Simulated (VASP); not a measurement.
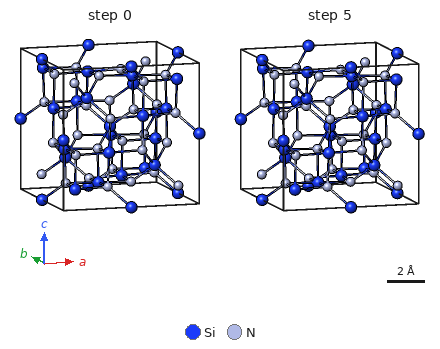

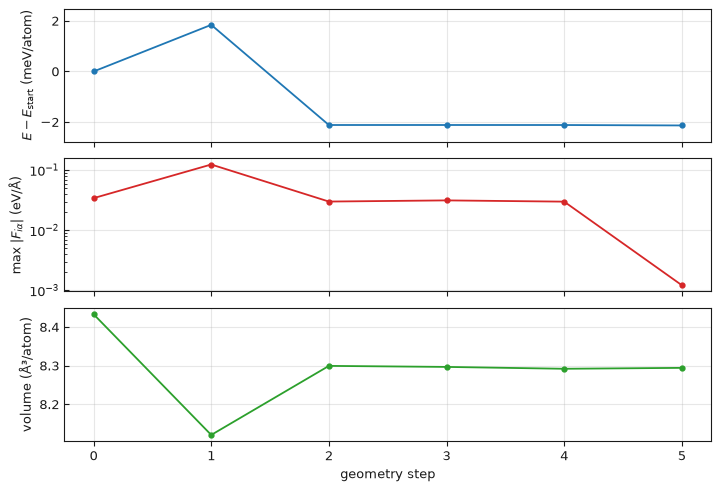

First and last geometry of a relaxation of a crystal of Si3N4 (set up in Fd-3m), with the history of the run. Style: ball-and-stick. Shown: the conventional cell (4 times the calculation's cell), slightly off an axis. Lengths and directions refer to the drawn axes.

The run lets cell and atoms move.

Theory: Kohn-Sham DFT of a periodic cell, PBEsol, VASP PAW PBE potentials, recommended in VASP.

Input
```
SYSTEM = Si3N4
PREC = Accurate
ENCUT = 600
EDIFF = 1E-6
ISMEAR = 0
SIGMA = 0.03
LREAL = .FALSE.
LASPH = .TRUE.
NELM = 80
ALGO = Normal
ISIF = 3
LWAVE = .FALSE.
LCHARG = .FALSE.
GGA = PS
IBRION = 2
NSW = 90
EDIFFG = -0.01
KPAR = 8
```

Launched with:
```bash
cat potpaw_PBE.64/Si/POTCAR potpaw_PBE.64/N/POTCAR > POTCAR
mpirun -np 8 vasp_std > vasp.out
```

> What do the curves and the structures tell?

It converged. Over 5 geometry steps the energy falls by 2.1 meV per atom. The largest force component goes from 0.034 to 0.0012 eV/Å. Pressure: −4.92 GPa at the start and 0.08 GPa at the end. No atom moves by more than 0.005 Å relative to the cell. Cell: a = b = c 7.787 → 7.744 Å (−0.6 %). Volume −1.6 %. Some distances before and after: N–Si 1.891 → 1.880 Å, N–Si 1.786 → 1.777 Å. The space group stays Fd-3m (No. 227). At step 1 the optimiser overshot: the energy rose above the start, and later steps came back.
